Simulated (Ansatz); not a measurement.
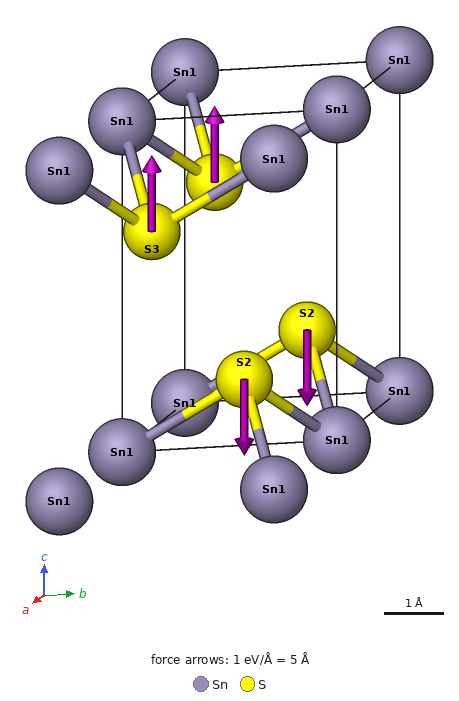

A changed version of solid SnS₂ (built on the 1T (CdI2) bulk type), with the computed forces as purple arrows. Besides, the cell is strained by −2.6 % along c and +3.0 % across it (volume +3.4 %). The picture is a ball-and-stick view of the cell of the calculation, repeated 2 × 1 × 1 with one cell outlined, seen slightly off an axis.

All numbers below come from Ansatz, DFT, HSE06, plane waves, PAW. (plane-wave cutoff 420 eV; k-point mesh 6 × 6 × 4; occupations fixed; no spin polarisation)

### Describe the distortion and the response.

The atoms keep their fractional coordinates. No relaxation follows. The energy rises by 20.1 meV per atom. The pressure goes from −0.1 to −3.0 GPa. The principal stresses (compression positive) are −0.1 GPa along c and −4.4 GPa across it. The largest forces, 0.27 eV/Å, act on S2 and S3; on S2 it points along −c. Near-neighbour distances before and after: S–Sn 2.571 → 2.602 Å. The space group stays P-3m1 (No. 164).

Limits of the set-up: layers or molecules are held without a dispersion correction, so their spacing is unreliable.
